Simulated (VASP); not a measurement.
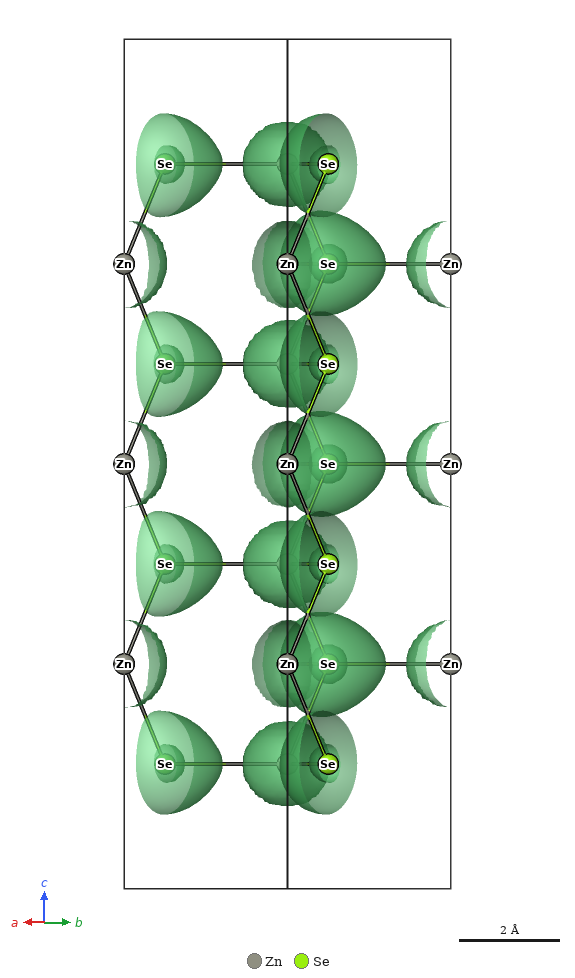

*ZnSe (slab). Isosurface of the valence pseudo-density at 0.5 e/Å³ (green), seen along [110]. Sticks mark near contacts.*

Not relaxed (largest force 1.6 eV/Å).

Theory: Kohn-Sham DFT of a periodic cell, PBEsol, VASP PAW PBE potentials, recommended in VASP.

In a PAW calculation such maps are meaningful between the atoms, not at the nuclei.

Which contacts does the surface bridge?

Answer. At this value the density breaks into separate islands; it holds about 70 % of the electrons treated as valence. It bridges none of the near contacts. It is pinched off along the sampled Zn–Se (2.45 Å) contacts. On the grid the lowest density along these lines, outside the cores, is 0.42 e/Å³ (Zn–Se, 2.45 Å).

Metal or insulator at this level of theory?

Answer. It is gapped, with a Kohn–Sham gap of 0.90 eV on the k-point mesh, an upper bound to the gap of this method.
